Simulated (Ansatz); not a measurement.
# Run report: W, geometry relaxation (part 2 of 2)

W (slab, 12 atoms in the cell); DFT PBE+D3(BJ), scalar-relativistic, plane waves, PAW, no spin polarisation (Ansatz 0.2.0); cutoff 420 eV, 4×4×1 k-mesh, Gaussian smearing of 0.1 eV. The structure derives from an entry of the Crystallography Open Database. The input holds or restrains some coordinates. Forces given for the steps count only the free coordinates. It belongs to a series of runs on one base structure; here: clean slab, lower planes held.

Geometry of the input (Å; fractional positions):
```
5.4722  0.0000  0.0000
-1.8241  5.1592  0.0000
0.0000  0.0000  20.4680
W  0.2500  0.2500  0.3909
W  0.2500  0.7500  0.3909
W  0.7500  0.2500  0.3909
W  0.7500  0.7500  0.3909
W  0.5000  0.5000  0.5000
W  0.5000  0.0000  0.5000
W  -0.0000  0.5000  0.5000
W  0.0000  0.0000  0.5000
W  0.7500  0.7500  0.6091
W  0.7500  0.2500  0.6091
W  0.2500  0.7500  0.6091
W  0.2500  0.2500  0.6091
```

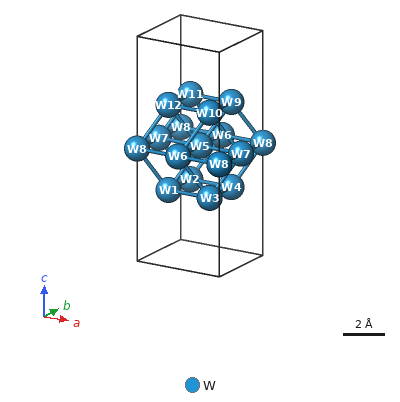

Fig. 1: The geometry at step 2 of the log (ball-and-stick view of the cell of the calculation, with the vacuum cut short, seen slightly off an axis; atoms are numbered from 1 in the order of the input).

Output, continued:
```
SCF iter   1: F=—  HF=-124611.487632 eV  |F-HF|=—  |Δ(HF+E_count)|=         —  Δρ=6.49e-3  dr2=1.04e0  ethr=5.64e-4  p=0.006 e·Å  D=1.81e-3 V/Å  ΔV_dip=-0.04 eV  dr2_dipole=1.82e-1  V_vac-E_F(+/−)=4.78/4.82 eV  ⟨swp⟩=1.7  Hψ=2393  notcnv=0  defer=24
efield: sawtooth ramp at fractional position 0.9800 (handed on by an earlier solve), width 0.0400; the density the first Hamiltonian is built on has a dipole p = 0.006 e·Å; the dipole correction subtracts the counter field D = 1.81e-3 V/Å, which shifts the + side's vacuum level by -0.04 eV against the − side's; the planar-averaged density in the ramp window peaks in size at 4.6e-7 e/Å³
eigensolver tolerance schedule calibrated: the retry pair's looser diagonalisation under-reported the residual by θ = 0.09 (0.12/decade); ethr = c·dr2/N_el runs at the constant in force after the calibration composes with the one it found (an armed cap, an earlier calibration), c = 6.5e-2
preconditioner: auto → LDOS  [metal: Δε(μ)=0.032 eV  Ē_g=4.381 eV  σ=0.100 eV  W_gap=0.18  n_scr=102 (ndim 8)  ℏωp=13.1 eV  f_vac=0.582  D(μ)=14.24/eV (n_scr^D=88)  β→1.0]
SCF iter   2: F=—  HF=-124611.443099 eV  |F-HF|=—  |Δ(HF+E_count)|=   4.45e-2  Δρ=3.22e-3  dr2=3.15e-1  ethr=4.01e-4  p=-0.003 e·Å  D=-9.94e-4 V/Å  ΔV_dip=0.02 eV  dr2_dipole=2.86e-2  V_vac-E_F(+/−)=4.86/4.84 eV  ⟨swp⟩=2.7  Hψ=1053  notcnv=0  defer=24
SCF iter   3: F=—  HF=-124611.426197 eV  |F-HF|=—  |Δ(HF+E_count)|=   1.69e-2  Δρ=1.62e-3  dr2=1.08e-1  ethr=1.21e-4  p=0.003 e·Å  D=8.62e-4 V/Å  ΔV_dip=-0.02 eV  dr2_dipole=1.81e-2  V_vac-E_F(+/−)=4.82/4.84 eV  ⟨swp⟩=3.1  Hψ=1329  notcnv=0  defer=29
SCF iter   4: F=—  HF=-124611.418249 eV  |F-HF|=—  |Δ(HF+E_count)|=   7.95e-3  Δρ=6.01e-4  dr2=1.92e-2  ethr=4.15e-5  p=-0.000 e·Å  D=-2.00e-5 V/Å  ΔV_dip=0.00 eV  dr2_dipole=5.27e-3  V_vac-E_F(+/−)=4.83/4.83 eV  ⟨swp⟩=2.0  Hψ=891  notcnv=0  defer=37
SCF iter   5: F=—  HF=-124611.417178 eV  |F-HF|=—  |Δ(HF+E_count)|=   1.07e-3  Δρ=1.82e-4  dr2=1.48e-3  ethr=7.39e-6  p=-0.001 e·Å  D=-1.81e-4 V/Å  ΔV_dip=0.00 eV  dr2_dipole=4.90e-4  V_vac-E_F(+/−)=4.83/4.83 eV  ⟨swp⟩=2.0  Hψ=849  notcnv=0  defer=37
SCF iter   6: F=—  HF=-124611.417118 eV  |F-HF|=—  |Δ(HF+E_count)|=   6.02e-5  Δρ=6.48e-5  dr2=1.17e-4  ethr=5.68e-7  p=-0.000 e·Å  D=-1.54e-4 V/Å  ΔV_dip=0.00 eV  dr2_dipole=3.30e-5  V_vac-E_F(+/−)=4.83/4.83 eV  ⟨swp⟩=2.3  Hψ=929  notcnv=0  defer=37
SCF iter   7: F=—  HF=-124611.417623 eV  |F-HF|=—  |Δ(HF+E_count)|=   5.05e-4  Δρ=2.74e-5  dr2=7.60e-6  ethr=4.49e-8  p=-0.000 e·Å  D=-5.21e-5 V/Å  ΔV_dip=0.00 eV  dr2_dipole=4.01e-7  V_vac-E_F(+/−)=4.83/4.83 eV  ⟨swp⟩=2.1  Hψ=971  notcnv=0  defer=42
SCF iter   8: F=—  HF=-124611.417583 eV  |F-HF|=—  |Δ(HF+E_count)|=   4.02e-5  Δρ=1.01e-5  dr2=1.71e-6  ethr=2.92e-9  p=0.000 e·Å  D=1.86e-5 V/Å  ΔV_dip=-0.00 eV  dr2_dipole=3.91e-11  V_vac-E_F(+/−)=4.83/4.83 eV  ⟨swp⟩=2.9  Hψ=1207  notcnv=0  defer=42
SCF iter   9: F=-124611.417583 eV  HF=-124611.417583 eV  |F-HF|=3.68e-7  |Δ(HF+E_count)|=   5.52e-7  Δρ=3.97e-6  dr2=6.17e-8  ethr=3.85e-11  p=0.000 e·Å  D=3.49e-5 V/Å  ΔV_dip=-0.00 eV  dr2_dipole=5.02e-10  V_vac-E_F(+/−)=4.83/4.83 eV  ⟨swp⟩=14.0  Hψ=4002  notcnv=0
SCF 3 converged in 9 iterations: F = -124611.417583 eV  dr2 = 6.17e-8
relax step   3: F+E_penalty+E_count = -124611.41758348 eV  Δ(F+E_penalty+E_count) = -9.666e-2 eV  max|allowed force component| = 1.478e-2 eV/Å  Δτ_max = 0.0978 Å  (9 SCF iters, accepted)
SCF converged after 9 iterations
Free energy (F): -124611.417583 eV
Harris-Foulkes:  -124611.417583 eV  (|F-HF|=3.68e-7)
Internal energy: -124611.351609 eV  (E = F + TS)
E sigma→0 (E₀):  -124611.384596 eV
Entropy (-TS):   -0.065975 eV (-5.498 meV/atom)
Fermi energy:    4.257309 eV
Dipole field:    D = 0.000017 V/Å  (p = 0.000055 e·Å, saw-weighted, corrected)
Work function:   Φ+ = 4.8311 eV   Φ− = 4.8314 eV
Levels:          The Fermi level and band energies are counted from a zero that moves with the ramp; work functions are not
--- Per-component energies (eV) ---
  E_band       = -4009.893153
  E_kinetic    = 5376.736840
  E_local      = -153915.651982  (includes V_loc(G=0)·N_el)
  E_nonlocal   = 16.494136
  E_hartree    = 74428.646111
  E_xc         = -3187.953509
  E_vxc        = -2845.171045  (∫ρ·V_xc dr)
  E_paw        = -102750.405836  (= ΣΔE_a)
  E_vpaw       = -1499.595503  (= ΣTr[D̂ρ^β])
  E_aug_tail   = -0.000693  (compensation charges beyond the density's cutoff)
  E_efield     = 0.000000  (sawtooth field / dipole correction)
  E_vefield    = 0.000141  (∫n·V_field dr)
  E_ewald      = 55426.075782
  E_disp       = -5.292458  (pairwise vdW)
  E_smearing   = -0.065975  (= −TS)
  E_closure    = 0.000000  (closes the sum)
  Σ components = -124611.417583   (vs F -124611.417583, Δ=0.00e0)
--- Forces (eV/Å), atoms counted from 1 ---
  atom   1  W      0.00000000    -0.00000000     0.02049326
  atom   2  W      0.00000000    -0.00000000     0.02049326
  atom   3  W      0.00000000     0.00000000     0.02049326
  atom   4  W      0.00000000     0.00000000     0.02049326
  atom   5  W     -0.00000000     0.00000000    -0.00572317
  atom   6  W     -0.00000000    -0.00000000    -0.00572317
  atom   7  W     -0.00000000    -0.00000000    -0.00572317
  atom   8  W     -0.00000000     0.00000000    -0.00572317
  atom   9  W     -0.00000000    -0.00000000    -0.01477562
  atom  10  W     -0.00000000     0.00000000    -0.01477562
  atom  11  W     -0.00000000     0.00000000    -0.01477562
  atom  12  W     -0.00000000    -0.00000000    -0.01477562
  max |Σ_I F_I| component: 2.21e-5 eV/Å
--- Band table (eV; the first three rows and the last of 7) ---
  k-point 0: bands = ["-69.7587", "-69.6682", "-69.6682", "-69.6288", "-69.5929", "-69.5721", "-69.5250", "-69.5250", "-69.5246", "-69.5246", "-69.4743", "-69.4619", "-34.6786", "-34.6786", "-34.6439", "-34.5339", "-34.4424", "-34.4424", "-34.2771", "-34.2207", "-34.2207", "-34.2204", "-34.2041", "-34.1843", "-34.0263", "-33.9089", "-33.9089", "-33.8465", "-33.8465", "-33.8318", "-33.8204", "-33.7375", "-33.7358", "-33.7358", "-33.7114", "-33.4983", "-33.4760", "-33.4760", "-33.4590", "-33.4501", "-33.3652", "-33.2996", "-33.2996", "-33.2763", "-33.2363", "-33.2363", "-33.1763", "-33.1760", "-4.4775", "-2.3342", "-1.7809", "-1.4771", "-1.4771", "-1.4372", "-1.1539", "-1.1539", "-0.9005", "-0.8500", "0.0233", "0.0233", "0.0293", "0.9939", "1.0056", "1.0056", "1.1947", "1.1947", "1.2690", "1.5014", "1.5789", "1.5789", "2.1558", "2.7473", "2.7846", "2.7846", "2.9376", "3.1618", "3.5886", "3.7921", "4.2497", "4.3084", "4.3084", "4.6409", "4.9812", "5.0105", "5.7358", "5.7358", "5.8194", "5.8312", "5.8312", "6.1223", "6.3811", "6.3907", "6.5645", "6.5645", "6.5704", "6.5704", "6.6523", "6.6637", "6.8029", "6.9011", "6.9011"]
  k-point 1: bands = ["-69.7459", "-69.6819", "-69.6625", "-69.6347", "-69.5830", "-69.5649", "-69.5348", "-69.5313", "-69.5174", "-69.5155", "-69.4817", "-69.4711", "-34.6345", "-34.5686", "-34.5602", "-34.4907", "-34.4039", "-34.3794", "-34.2611", "-34.2469", "-34.2043", "-34.1574", "-34.1189", "-34.0898", "-34.0841", "-33.9685", "-33.9461", "-33.8904", "-33.8320", "-33.8309", "-33.8151", "-33.7441", "-33.7079", "-33.6851", "-33.6341", "-33.5963", "-33.5557", "-33.5238", "-33.4942", "-33.4665", "-33.4096", "-33.3770", "-33.3708", "-33.3332", "-33.2877", "-33.2385", "-33.2329", "-33.2242", "-3.9456", "-1.8309", "-1.6600", "-1.2347", "-1.0006", "-0.9925", "-0.9924", "-0.7826", "-0.6495", "-0.4885", "-0.0096", "0.5210", "0.6375", "1.0887", "1.1589", "1.2311", "1.2645", "1.2762", "1.3058", "1.3605", "1.7958", "1.9226", "2.1902", "2.2366", "2.3495", "2.3641", "2.7979", "3.0881", "3.4832", "3.5850", "3.6315", "3.7221", "3.9873", "4.2075", "4.2232", "4.3365", "4.4863", "4.9716", "4.9920", "5.3687", "5.7705", "5.9412", "5.9523", "5.9973", "6.2541", "6.3077", "6.3981", "6.5036", "6.5662", "6.6330", "6.6997", "6.7844", "6.8735"]
  k-point 2: bands = ["-69.7143", "-69.7143", "-69.6487", "-69.6487", "-69.5590", "-69.5590", "-69.5478", "-69.5478", "-69.4996", "-69.4996", "-69.4932", "-69.4932", "-34.5398", "-34.5398", "-34.3920", "-34.3920", "-34.3145", "-34.3145", "-34.2912", "-34.2912", "-34.2308", "-34.2308", "-34.0257", "-34.0257", "-33.9948", "-33.9948", "-33.8353", "-33.8353", "-33.8137", "-33.8137", "-33.7427", "-33.7427", "-33.7413", "-33.7413", "-33.7260", "-33.7260", "-33.6010", "-33.6010", "-33.5148", "-33.5148", "-33.4888", "-33.4888", "-33.4634", "-33.4634", "-33.2609", "-33.2609", "-33.2467", "-33.2467", "-2.6742", "-2.6742", "-0.9871", "-0.9871", "-0.3082", "-0.3082", "-0.2054", "-0.2054", "-0.1840", "-0.1840", "0.1981", "0.1981", "1.0198", "1.0198", "1.2304", "1.2304", "1.2540", "1.2540", "1.7515", "1.7515", "1.8076", "1.8076", "2.1139", "2.1139", "2.5511", "2.5511", "2.8327", "2.8327", "2.8994", "2.8994", "3.1622", "3.1622", "3.4530", "3.4530", "3.5373", "3.5373", "4.5894", "4.5894", "4.8570", "4.8570", "4.9440", "4.9440", "5.3180", "5.3180", "5.9577", "5.9577", "6.1717", "6.1717", "6.3090", "6.3090", "6.3783", "6.3783", "6.6849"]
  k-point 6: bands = ["-69.6939", "-69.6939", "-69.6686", "-69.6686", "-69.5339", "-69.5339", "-69.5249", "-69.5249", "-69.5243", "-69.5243", "-69.5174", "-69.5174", "-34.4048", "-34.4048", "-34.3703", "-34.3703", "-34.2516", "-34.2516", "-34.1093", "-34.1093", "-34.0334", "-34.0334", "-33.9842", "-33.9842", "-33.9032", "-33.9032", "-33.8762", "-33.8762", "-33.8219", "-33.8219", "-33.7527", "-33.7527", "-33.7241", "-33.7241", "-33.7197", "-33.7197", "-33.6996", "-33.6996", "-33.6154", "-33.6154", "-33.5974", "-33.5974", "-33.4982", "-33.4982", "-33.4713", "-33.4713", "-33.4613", "-33.4613", "-2.0990", "-2.0990", "-0.5890", "-0.5890", "-0.2878", "-0.2878", "-0.0573", "-0.0573", "0.2948", "0.2948", "1.1125", "1.1125", "1.2260", "1.2260", "1.3969", "1.3969", "1.4509", "1.4509", "1.8064", "1.8064", "2.4373", "2.4373", "2.5345", "2.5345", "2.6775", "2.6775", "2.9581", "2.9581", "3.2987", "3.2987", "3.3013", "3.3013", "3.3417", "3.3417", "3.6789", "3.6789", "3.7299", "3.7299", "4.1351", "4.1351", "4.8073", "4.8073", "5.0974", "5.0974", "5.2859", "5.2859", "5.2979", "5.2979", "5.5591", "5.5591", "5.7141", "5.7141", "6.0198"]
--- Relaxed structure (3 steps of the walk, 2 accepted, 0 SCFs on fresh bases) ---
  F+E_penalty+E_count = -124611.41758348 eV   max|allowed force component| = 1.478e-2 eV/Å
  atoms:
    - { symbol: W, position: [0.25, 0.25, 0.39085342529999995] }
    - { symbol: W, position: [0.24999999999999997, 0.75, 0.39085342529999995] }
    - { symbol: W, position: [0.75, 0.25, 0.39085342529999995] }
    - { symbol: W, position: [0.7499999999999999, 0.75, 0.39085342529999995] }
    - { symbol: W, position: [0.5, 0.5, 0.4976272376257505] }
    - { symbol: W, position: [0.49999999999999994, 0.0, 0.4976272376257505] }
    - { symbol: W, position: [0.0, 0.49999999999999994, 0.4976272376257505] }
    - { symbol: W, position: [-1.4779849086304974e-18, 3.0020033915891132e-30, 0.4976272376257505] }
    - { symbol: W, position: [0.7499999999999999, 0.75, 0.6043678906175417] }
    - { symbol: W, position: [0.75, 0.25, 0.6043678906175417] }
    - { symbol: W, position: [0.24999999999999997, 0.75, 0.6043678906175417] }
    - { symbol: W, position: [0.25, 0.25, 0.6043678906175417] }
```

Trajectory as extended XYZ (Å, eV, eV/Å), 3 frames, from step=1 to step=3:
```
12
Lattice="5.4722 0.0000 0.0000 -1.8241 5.1592 0.0000 0.0000 0.0000 20.4680" Properties=species:S:1:pos:R:3:forces:R:3 step=1 energy=-124611.32092
W     0.9120    1.2898    8.0000    0.0000   0.0000   0.4689
W     0.0000    3.8694    8.0000    0.0000   0.0000   0.4689
W     3.6481    1.2898    8.0000    0.0000   0.0000   0.4689
W     2.7361    3.8694    8.0000    0.0000   0.0000   0.4689
W     1.8241    2.5796   10.2340    0.0000   0.0000   0.0000
W     2.7361    0.0000   10.2340    0.0000   0.0000   0.0000
W    -0.9120    2.5796   10.2340    0.0000   0.0000   0.0000
W     0.0000    0.0000   10.2340    0.0000   0.0000   0.0000
W     2.7361    3.8694   12.4680    0.0000   0.0000  -0.4689
W     3.6481    1.2898   12.4680    0.0000   0.0000  -0.4689
W     0.0000    3.8694   12.4680    0.0000   0.0000  -0.4689
W     0.9120    1.2898   12.4680    0.0000   0.0000  -0.4689
12
Lattice="5.4722 0.0000 0.0000 -1.8241 5.1592 0.0000 0.0000 0.0000 20.4680" Properties=species:S:1:pos:R:3:forces:R:3 step=2 energy=-124611.32040 accepted=F
W     0.9120    1.2898    8.0000    0.0000   0.0000  -0.3602
W     0.0000    3.8694    8.0000    0.0000   0.0000  -0.3602
W     3.6481    1.2898    8.0000    0.0000   0.0000  -0.3602
W     2.7361    3.8694    8.0000    0.0000   0.0000  -0.3602
W     1.8241    2.5796   10.1500    0.0000   0.0000  -0.2628
W     2.7361    0.0000   10.1500    0.0000   0.0000  -0.2628
W    -0.9120    2.5796   10.1500    0.0000   0.0000  -0.2628
W     0.0000    0.0000   10.1500    0.0000   0.0000  -0.2628
W     2.7361    3.8694   12.2724    0.0000   0.0000   0.6229
W     3.6481    1.2898   12.2724    0.0000   0.0000   0.6229
W     0.0000    3.8694   12.2724    0.0000   0.0000   0.6229
W     0.9120    1.2898   12.2724    0.0000   0.0000   0.6229
12
Lattice="5.4722 0.0000 0.0000 -1.8241 5.1592 0.0000 0.0000 0.0000 20.4680" Properties=species:S:1:pos:R:3:forces:R:3 step=3 energy=-124611.41758
W     0.9120    1.2898    8.0000    0.0000   0.0000   0.0205
W     0.0000    3.8694    8.0000    0.0000   0.0000   0.0205
W     3.6481    1.2898    8.0000    0.0000   0.0000   0.0205
W     2.7361    3.8694    8.0000    0.0000   0.0000   0.0205
W     1.8241    2.5796   10.1854    0.0000   0.0000  -0.0057
W     2.7361    0.0000   10.1854    0.0000   0.0000  -0.0057
W    -0.9120    2.5796   10.1854    0.0000   0.0000  -0.0057
W     0.0000    0.0000   10.1854    0.0000   0.0000  -0.0057
W     2.7361    3.8694   12.3702    0.0000   0.0000  -0.0148
W     3.6481    1.2898   12.3702    0.0000   0.0000  -0.0148
W     0.0000    3.8694   12.3702    0.0000   0.0000  -0.0148
W     0.9120    1.2898   12.3702    0.0000   0.0000  -0.0148
```

Results in brief:

- outcome: converged under the restraints of the input
- electrons treated: 168
- free energy: −124611.4176 eV
- work function, top face: 4.83 eV
- work function, bottom face: 4.83 eV
- Fermi energy: 4.257 eV
- gap on the k-point mesh: none (metallic)
- final volume: 577.86 Å³
- work function (upper face): 4.83 eV
- largest force (length of the vector) at the end, held atoms and coordinates included: 0.020 eV/Å
- hardware: 4 threads of Intel Xeon (Granite Rapids), 32 GiB of memory available, shared host
- wall time: 16 s (CPU time 61 s)
- peak memory: 1.5 GiB

Remarks:

Spin–orbit coupling is left out, which matters for W.
